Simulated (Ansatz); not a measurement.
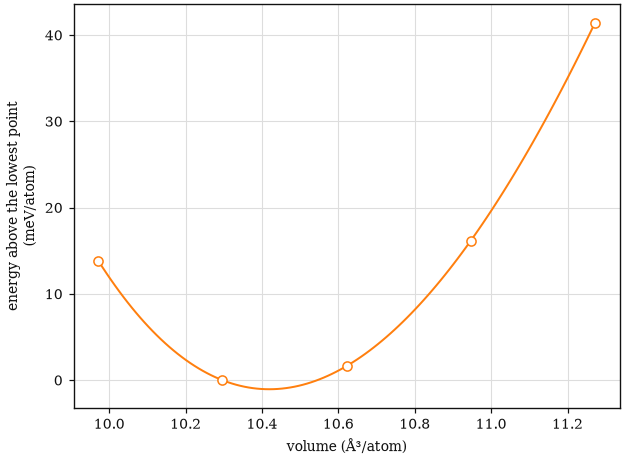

The plot gives the computed energy above the lowest point against volume for Ni, space group Fm-3m (No. 225) (one of a set of cubic test structures, which need not be the stable phase).

Computed with Ansatz 0.2.0 development build: equation of state of a cubic crystal from periodic Kohn-Sham density functional theory without spin, third-order Birch-Murnaghan fit to the free energies; pressure corrected for the finite basis. Level: r2SCAN.

structure type fcc; atoms in cell 1; space group number 225; lattice centring face-centred primitive; k mesh 16×16×16; occupation method Fermi–Dirac; occupation width 0.1 eV; wave cutoff 700 eV; datasets hard PAW; density tolerance 1e−09 eV; bands 13; density cutoff ratio 4; search for lower states default; xc grid level 2.

### Give the fitted equation-of-state parameters.

A third-order Birch–Murnaghan fit gives V0 = 10.42 Å³/atom, B0 = 227 GPa and B′ = 4.9.

Keep in mind: known magnet treated without spin, far from its ground state; modest k-mesh, values are not fully converged in k; pseudopotentials made with PBE, not this functional.
